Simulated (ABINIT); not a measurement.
# PtSe2: single-point calculation

PtSe2 (3 atoms in the cell), computed with Kohn-Sham DFT of a periodic cell, RPBE, JTH PAW PBE v2.0, no spin polarisation (ABINIT 10.8.3).

The structure derives from an entry of the Crystallography Open Database.

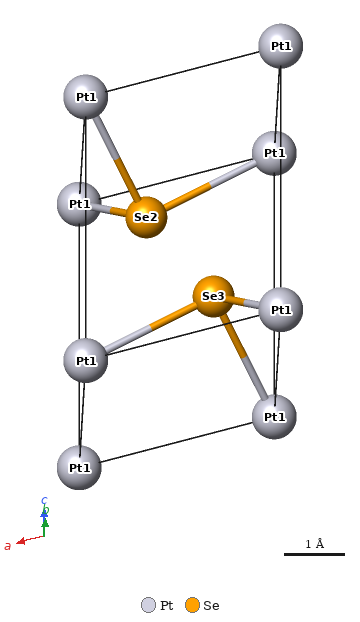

Fig. 1: The input geometry (ball-and-stick view of the cell of the calculation, seen at an oblique angle; atoms are numbered from 1 in the order of the input). An atom can appear more than once, as a periodic image. Near neighbours in the periodic cell (some may lie outside the picture): Pt has 6 Se at 2.49 Å; Se has 3 Pt at 2.49 Å.

**Key numbers**

```csv
quantity,value
outcome,converged
space group (tolerance 0.01 Å),P-3m1 (164)
electrons treated,22
free energy,−1253.8694 eV
Fermi energy,3.963 eV
gap on the k-point mesh,none (metallic)
pressure,10.35 GPa
largest force (length of the vector),0.735 eV/Å
hardware,"1 thread of Arm Neoverse V1, 24 GiB of memory available, shared host"
wall time,47 s
peak memory,0.14 GiB
```

Spin–orbit coupling is left out, which matters for Pt. The cell is under a pressure of 10.4 GPa at this level, so it is not at its equilibrium volume.

**Input file**
```
# Pseudopotentials
pp_dirpath "./"
pseudos "Pt.GGA_PBE-JTH.xml, Se.GGA_PBE-JTH.xml"

# Structure
acell 3*1.0 Angstrom
rprim
     3.7240000000     0.0000000000     0.0000000000
    -1.8620000000     3.2250786037     0.0000000000
     0.0000000000     0.0000000000     5.0620000000
ntypat 2
znucl 78 34
natom 3
typat 1 2 2
xcart
     0.0000000000     0.0000000000     0.0000000000
     3.5186700444     2.0315050969     7.1743452321
    -0.0000000004     4.0630101945     2.3914484107

# Plane-wave basis
ecut 19.0
pawecutdg 38.0
pawxcdev 0

# k points
kptopt 1
ngkpt 8 8 5
nshiftk 1
shiftk 0.0 0.0 0.0

# Exchange and correlation
ixc 15

# Bands and occupations
nband 15
occopt 3
tsmear 0.00183747

# SCF cycle
nstep 100
tolvrs 1.0e-9

# Output
iomode 3
prtwf 0
prteig 0
prtebands 0
enunit 2
prtden 1
prtvha 1
prtvclmb 1
prtpot 1
```

Launched with:
```bash
abinit run.abi > log 2>&1
```

**What the program printed**
```
.Version 10.8.3 of ABINIT
 Symmetries : space group P-3 m 1 (#164); Bravais hP (primitive hexag.)
================================================================================
 Values of the parameters that define the memory need of the present run
     intxc =       0    ionmov =       0      iscf =      17    lmnmax =      18
     lnmax =       6     mgfft =      40  mpssoang =       3    mqgrid =    3001
     natom =       3  nloc_mem =       2    nspden =       1   nspinor =       1
    nsppol =       1      nsym =      12    n1xccc =       1    ntypat =       2
    occopt =       3   xclevel =       2
       mpw =        1635          nfft =       36000          nkpt =          40
 PAW method is used; the additional fine FFT grid is defined by:
   mgfftf=        54    nfftf =     86400
================================================================================
================================================================================

--------------------------------------------------------------------------------
------------- Echo of variables that govern the present computation ------------
--------------------------------------------------------------------------------
 -outvars: echo values of preprocessed input variables --------
            acell      1.8897261259E+00  1.8897261259E+00  1.8897261259E+00 Bohr
              amu      1.95080000E+02  7.89600000E+01
             ecut      1.90000000E+01 Hartree
           enunit           2
              ixc          15
         kptrlatt        8    0    0      0    8    0      0    0    5
          kptrlen      4.78289682E+01
            natom           3
            nband          15
            ngfft          30      30      40
          ngfftdg          40      40      54
             nkpt          40
            nstep         100
             nsym          12
           ntypat           2
           occopt           3
        pawecutdg      3.80000000E+01 Hartree
         pawxcdev           0
        prtebands           0
           prteig           0
           prtpot           1
         prtvclmb           1
           prtvha           1
            prtwf           0
            rprim      3.7240000000E+00  0.0000000000E+00  0.0000000000E+00
                      -1.8620000000E+00  3.2250786037E+00  0.0000000000E+00
                       0.0000000000E+00  0.0000000000E+00  5.0620000000E+00
          spgroup         164
           tolvrs      1.00000000E-09
           tsmear      1.83747000E-03 Hartree
            typat      1  2  2
           useylm           1
           xangst      0.0000000000E+00  0.0000000000E+00  0.0000000000E+00
                       1.8620000000E+00  1.0750262012E+00  3.7964999991E+00
                       9.4261207053E-18  2.1500524025E+00  1.2655000009E+00
            xcart      0.0000000000E+00  0.0000000000E+00  0.0000000000E+00
                       3.5186700464E+00  2.0315050985E+00  7.1743452354E+00
                       1.7812786563E-17  4.0630101970E+00  2.3914484140E+00
             xred      0.0000000000E+00  0.0000000000E+00  0.0000000000E+00
                       6.6666666667E-01  3.3333333333E-01  7.4999999983E-01
                       3.3333333333E-01  6.6666666667E-01  2.5000000017E-01
            znucl       78.00000   34.00000

================================================================================

 chkinp: Checking input parameters for consistency.

================================================================================
== DATASET  1 ==================================================================

--- !DatasetInfo
iteration_state: {dtset: 1, }
dimensions: {natom: 3, nkpt: 40, mband: 15, nsppol: 1, nspinor: 1, nspden: 1, mpw: 1635, }
cutoff_energies: {ecut:  19.0, pawecutdg:  38.0, }
electrons: {nelect:   2.20000000E+01, charge:   0.00000000E+00, occopt:   3.00000000E+00, tsmear:   1.83747000E-03, }
meta: {optdriver: 0, ionmov: 0, optcell: 0, iscf: 17, paral_kgb: 0, }
...

 Exchange-correlation functional for the present dataset will be:
  GGA: RPBE functional - ixc=15
  Hammer, L. B. Hansen, and J. K. Norskov, PRB 59, 7413 (1999)

 Real(R)+Recip(G) space primitive vectors, cartesian coordinates (Bohr,Bohr^-1):
 R(1)=  7.0373401  0.0000000  0.0000000  G(1)=  0.1420991  0.0820410  0.0000000
 R(2)= -3.5186700  6.0945153  0.0000000  G(2)=  0.0000000  0.1640820  0.0000000
 R(3)=  0.0000000  0.0000000  9.5657936  G(3)=  0.0000000  0.0000000  0.1045392
 Unit cell volume ucvol=  4.1026902E+02 bohr^3
 Angles (23,13,12)=  9.00000000E+01  9.00000000E+01  1.20000000E+02 degrees

 Coarse grid specifications (used for wave-functions):

 getcut: wavevector=  0.0000  0.0000  0.0000  ngfft=  30  30  40
         ecut(hartree)=     19.000   => boxcut(ratio)=   2.13107

 Fine grid specifications (used for densities):

 getcut: wavevector=  0.0000  0.0000  0.0000  ngfft=  40  40  54
         ecut(hartree)=     38.000   => boxcut(ratio)=   2.03430

--- Pseudopotential description ------------------------------------------------
- pspini: atom type   1  psp file is ./Pt.GGA_PBE-JTH.xml
 Pseudopotential format is: paw10
 basis_size (lnmax)=  6 (lmn_size= 18), orbitals=   0   0   1   1   2   2
 Spheres core radius: rc_sph= 2.51621648
 Shapefunction is SIN type: shapef(r)=[sin(pi*r/rshp)/(pi*r/rshp)]**2
 Radius for shape functions =  2.25451594
 Compensation charge density is not taken into account in XC energy/potential

- pspini: atom type   2  psp file is ./Se.GGA_PBE-JTH.xml
 Pseudopotential format is: paw10
 basis_size (lnmax)=  4 (lmn_size=  8), orbitals=   0   0   1   1
 Spheres core radius: rc_sph= 2.21132333
 Shapefunction is BESSEL type: shapef(r,l)=aa(1,l)*jl(q(1,l)*r)+aa(2,l)*jl(q(2,l)*r)
 Radius for shape functions =  2.00656599
 Compensation charge density is not taken into account in XC energy/potential

   2.07420303E+03                                ecore*ucvol(ha*bohr**3)
--------------------------------------------------------------------------------

================================================================================

--- !BeginCycle
iteration_state: {dtset: 1, }
solver: {iscf: 17, nstep: 100, nline: 4, wfoptalg: 10, }
tolerances: {tolvrs: 1.00E-09, }
...

     iter   Etot(hartree)      deltaE(h)  residm     nres2
 ETOT  1  -45.999500255761    -4.600E+01 6.193E-02 1.350E+01
 ETOT  2  -46.175582492471    -1.761E-01 1.853E-02 1.620E+01
 ETOT  3  -46.063569450204     1.120E-01 4.767E-03 1.150E+00
 ETOT  4  -46.078441457783    -1.487E-02 9.445E-04 2.729E-01
 ETOT  5  -46.078843821923    -4.024E-04 1.023E-03 4.265E-02
 ETOT  6  -46.078875030273    -3.121E-05 2.690E-04 1.117E-02
 ETOT  7  -46.078832967632     4.206E-05 4.788E-04 2.512E-03
 ETOT  8  -46.078851661385    -1.869E-05 1.096E-04 3.699E-04
 ETOT  9  -46.078851728495    -6.711E-08 1.904E-04 8.804E-05
 ETOT 10  -46.078851506437     2.221E-07 3.900E-05 4.268E-06
 ETOT 11  -46.078851709619    -2.032E-07 6.663E-05 2.672E-06
 ETOT 12  -46.078851709381     2.384E-10 1.303E-05 1.011E-06
 ETOT 13  -46.078851712230    -2.849E-09 2.226E-05 8.222E-08
 ETOT 14  -46.078851715659    -3.429E-09 4.266E-06 7.666E-08
 ETOT 15  -46.078851715835    -1.763E-10 7.314E-06 4.145E-09
 ETOT 16  -46.078851715865    -2.950E-11 1.387E-06 3.352E-10

 At SCF step   16       nres2   =  3.35E-10 < tolvrs=  1.00E-09 =>converged.

 Cartesian components of stress tensor (hartree/bohr^3)
  sigma(1 1)= -3.75465005E-04  sigma(3 2)=  0.00000000E+00
  sigma(2 2)= -3.75465005E-04  sigma(3 1)=  0.00000000E+00
  sigma(3 3)= -3.04520210E-04  sigma(2 1)=  0.00000000E+00

--- !ResultsGS
iteration_state: {dtset: 1, }
comment   : Summary of ground state results
lattice_vectors:
- [  7.0373401,   0.0000000,   0.0000000, ]
- [ -3.5186700,   6.0945153,   0.0000000, ]
- [  0.0000000,   0.0000000,   9.5657936, ]
lattice_lengths: [   7.03734,    7.03734,    9.56579, ]
lattice_angles: [ 90.000,  90.000, 120.000, ] # degrees, (23, 13, 12)
lattice_volume:   4.1026902E+02
convergence: {deltae: -2.950E-11, res2:  3.352E-10, residm:  1.387E-06, diffor: null, }
etotal    :  -4.60788517E+01
entropy   :   0.00000000E+00
fermie    :   1.45646014E-01
cartesian_stress_tensor: # hartree/bohr^3
- [ -3.75465005E-04,   0.00000000E+00,   0.00000000E+00, ]
- [  0.00000000E+00,  -3.75465005E-04,   0.00000000E+00, ]
- [  0.00000000E+00,   0.00000000E+00,  -3.04520210E-04, ]
pressure_GPa:   1.0351E+01
xred      :
- [  0.0000E+00,   0.0000E+00,   0.0000E+00, Pt]
- [  6.6667E-01,   3.3333E-01,   7.5000E-01, Se]
- [  3.3333E-01,   6.6667E-01,   2.5000E-01, Se]
cartesian_forces: # hartree/bohr
- [  2.55081720E-29,  -4.41814499E-29,  -0.00000000E+00, ]
- [ -1.27540860E-29,  -6.62721749E-29,  -1.42961670E-02, ]
- [ -1.27540860E-29,   1.10453625E-28,   1.42961670E-02, ]
force_length_stats: {min:   5.10163440E-29, max:   1.42961670E-02, mean:   9.53077803E-03, }
...

 Integrated electronic density in atomic spheres:
 ------------------------------------------------
 Atom  Sphere_radius  Integrated_density
    1        2.51622          8.72517069
    2        2.21132          3.93246020
    3        2.21132          3.93246020

================================================================================

 ----iterations are completed or convergence reached----

 Mean square residual over all n,k,spin=   50.356E-10; max=  13.873E-07
 reduced coordinates (array xred) for    3 atoms
       0.000000000000      0.000000000000      0.000000000000
       0.666666666667      0.333333333333      0.749999999829
       0.333333333333      0.666666666667      0.250000000171
 rms dE/dt=  6.4467E-02; max dE/dt=  1.3675E-01; dE/dt below (all hartree)
    1       0.000000000000      0.000000000000      0.000000000000
    2       0.000000000000      0.000000000000      0.136754183866
    3       0.000000000000     -0.000000000000     -0.136754183866

 cartesian coordinates (angstrom) at end:
    1      0.00000000000000     0.00000000000000     0.00000000000000
    2      1.86200000000000     1.07502620123333     3.79649999913411
    3      0.00000000000000     2.15005240246667     1.26550000086589

 cartesian forces (hartree/bohr) at end:
    1      0.00000000000000    -0.00000000000000    -0.00000000000000
    2     -0.00000000000000    -0.00000000000000    -0.01429616703846
    3     -0.00000000000000     0.00000000000000     0.01429616703846
 frms,max,avg= 6.7392778E-03 1.4296167E-02   0.000E+00  0.000E+00  0.000E+00 h/b

 cartesian forces (eV/Angstrom) at end:
    1      0.00000000000000    -0.00000000000000    -0.00000000000000
    2     -0.00000000000000    -0.00000000000000    -0.73513846660284
    3     -0.00000000000000     0.00000000000000     0.73513846660284
 frms,max,avg= 3.4654760E-01 7.3513847E-01   0.000E+00  0.000E+00  0.000E+00 e/A
 length scales=  1.889726125908  1.889726125908  1.889726125908 bohr
              =  1.000000000000  1.000000000000  1.000000000000 angstroms
 Fermi (or HOMO) energy (hartree) =   0.14565   Average Vxc (hartree)=  -0.38628
 Eigenvalues (hartree) for nkpt=  40  k points:
 kpt#   1, nband= 15, wtk=  0.00313, kpt=  0.0000  0.0000  0.0000 (reduced coord)
  -0.43354   -0.32996   -0.12099   -0.09550   -0.09550   -0.00539   -0.00539    0.04785
   0.10424    0.10424    0.15867    0.19639    0.19639    0.27952    0.30242
      occupation numbers for kpt#   1
   2.00000    2.00000    2.00000    2.00000    2.00000    2.00000    2.00000    2.00000
   2.00000    2.00000    0.00167    0.00000    0.00000    0.00000    0.00000
 prteigrs : prtvol=0 or 1, do not print more k-points.

 Fermi (or HOMO) energy (eV) =   3.96323   Average Vxc (eV)= -10.51120
 Eigenvalues (   eV  ) for nkpt=  40  k points:
 kpt#   1, nband= 15, wtk=  0.00313, kpt=  0.0000  0.0000  0.0000 (reduced coord)
 -11.79730   -8.97878   -3.29233   -2.59878   -2.59878   -0.14670   -0.14670    1.30202
   2.83656    2.83656    4.31755    5.34394    5.34394    7.60623    8.22930
 prteigrs : prtvol=0 or 1, do not print more k-points.

--- !EnergyTerms
iteration_state     : {dtset: 1, }
comment             : Components of total free energy in Hartree
kinetic             :  1.48027821545863E+01
hartree             :  8.16097113431033E+00
xc                  : -1.55866725560849E+01
Ewald energy        : -4.30911327896093E+01
psp_core            :  5.05571455010832E+00
local_psp           : -2.50694425110271E+01
PAW spherical_terms :  9.64911718537523E+00
internal            : -4.60786628323412E+01
'-kT*entropy'       : -1.90798850967353E-04
total_energy        : -4.60788536311921E+01
total_energy_eV     : -1.25386948393039E+03
...

--- !EnergyTermsDC
iteration_state     : {dtset: 1, }
comment             : '"Double-counting" decomposition of free energy'
band_energy         : -1.67829543139636E+00
Ewald energy        : -4.30911327896093E+01
psp_core            :  5.05571455010832E+00
xc_dc               : -1.31901869251675E+01
PAW spherical_terms :  6.82523967905117E+00
internal            : -4.60786609170137E+01
'-kT*entropy'       : -1.90798850967353E-04
total_energy_dc     : -4.60788517158647E+01
total_energy_dc_eV  : -1.25386943181168E+03
...

--- !EnergyTermsWithPAWCore
iteration_state     : {dtset: 1, }
comment             : 'Components of total free energy, including PAW core contributions'
Total energy        : -2.32749078118815E+04
Total energy DC     : -2.32749078099661E+04
Total energy (eV)   : -6.33342506308707E+05
Total energy DC (eV): -6.33342506256588E+05
...

 Cartesian components of stress tensor (hartree/bohr^3)
  sigma(1 1)= -3.75465005E-04  sigma(3 2)=  0.00000000E+00
  sigma(2 2)= -3.75465005E-04  sigma(3 1)=  0.00000000E+00
  sigma(3 3)= -3.04520210E-04  sigma(2 1)=  0.00000000E+00

-Cartesian components of stress tensor (GPa)         [Pressure=  1.0351E+01 GPa]
- sigma(1 1)= -1.10465618E+01  sigma(3 2)=  0.00000000E+00
- sigma(2 2)= -1.10465618E+01  sigma(3 1)=  0.00000000E+00
- sigma(3 3)= -8.95929390E+00  sigma(2 1)=  0.00000000E+00

== END DATASET(S) ==============================================================
================================================================================

 -outvars: echo values of variables after computation  --------
            acell      1.8897261259E+00  1.8897261259E+00  1.8897261259E+00 Bohr
           etotal     -4.6078851716E+01
            fcart      2.5508172005E-29 -4.4181449920E-29 -0.0000000000E+00
                      -1.2754086002E-29 -6.6272174880E-29 -1.4296167038E-02
                      -1.2754086002E-29  1.1045362480E-28  1.4296167038E-02
            rprim      3.7240000000E+00  0.0000000000E+00  0.0000000000E+00
                      -1.8620000000E+00  3.2250786037E+00  0.0000000000E+00
                       0.0000000000E+00  0.0000000000E+00  5.0620000000E+00
           strten     -3.7546500485E-04 -3.7546500490E-04 -3.0452021015E-04
                       0.0000000000E+00  0.0000000000E+00  0.0000000000E+00
           xangst      0.0000000000E+00  0.0000000000E+00  0.0000000000E+00
                       1.8620000000E+00  1.0750262012E+00  3.7964999991E+00
                       9.4261207053E-18  2.1500524025E+00  1.2655000009E+00
             xred      0.0000000000E+00  0.0000000000E+00  0.0000000000E+00
                       6.6666666667E-01  3.3333333333E-01  7.4999999983E-01
                       3.3333333333E-01  6.6666666667E-01  2.5000000017E-01
 Calculation completed.
```

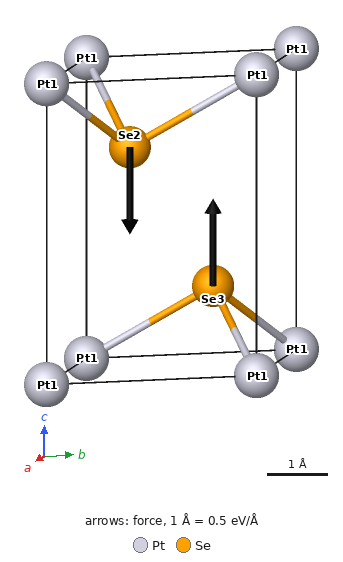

Fig. 2: Forces on the atoms as black arrows (ball-and-stick view of the cell of the calculation, seen slightly off an axis; atoms are numbered from 1 in the order of the input). The largest act on Se2, Se3 (0.74 eV/Å). The geometry is not a stationary point of this energy.
